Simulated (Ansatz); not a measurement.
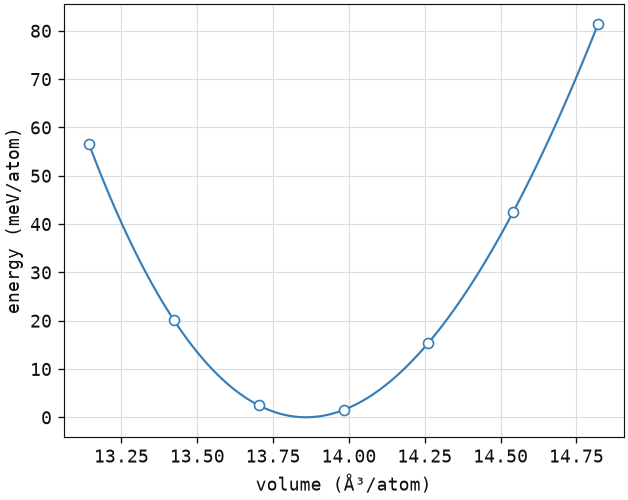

Plotted: energy against volume for Os, space group P6_3/mmc (No. 194).

Structure:
```yaml
crystal:
  lattice:
    - [2.73410, 0.00000, 0.00000]
    - [-1.36705, 2.36780, 0.00000]
    - [0.00000, 0.00000, 4.31970]
  atoms:
    - { symbol: Os, position: [0.66667, 0.33333, 0.75000] }
    - { symbol: Os, position: [0.33333, 0.66667, 0.25000] }
```

Method: plane-wave DFT, no spin polarisation; energies at scaled volumes of the given cell, shape and fractions fixed, counted from the fit's minimum, third-order Birch-Murnaghan fit (Ansatz 0.2.0). Level: HSE03.

k mesh 6×6×3; occupations Fermi–Dirac; smearing width 0.05 eV; potentials Ansatz PAW; wave cutoff 420 eV; density cutoff 1680 eV.

This calculation gives: equilibrium volume 13.86 Å³/atom and bulk modulus 443 GPa.

Now the level changes from HSE03 to RPBE. What happens?

The equilibrium volume rises from 13.86 to 14.43 Å³/atom (+4.1 %) and the bulk modulus falls from 443 to 383 GPa (−14 %).

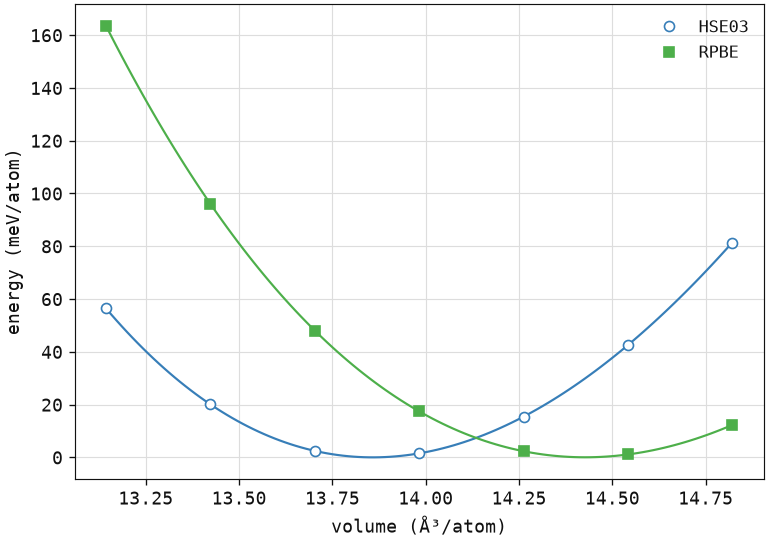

The two results together.

For HSE03, limits of the calculation: coarse k mesh; shape and atomic fractions are frozen while scaling, which makes layered, chain and framework solids too stiff.

For RPBE, limits of the calculation: the functional was run on potentials made for another functional; shape and atomic fractions are frozen while scaling, which makes layered, chain and framework solids too stiff.

V0 and the bulk modulus come from third-order Birch–Murnaghan fits.
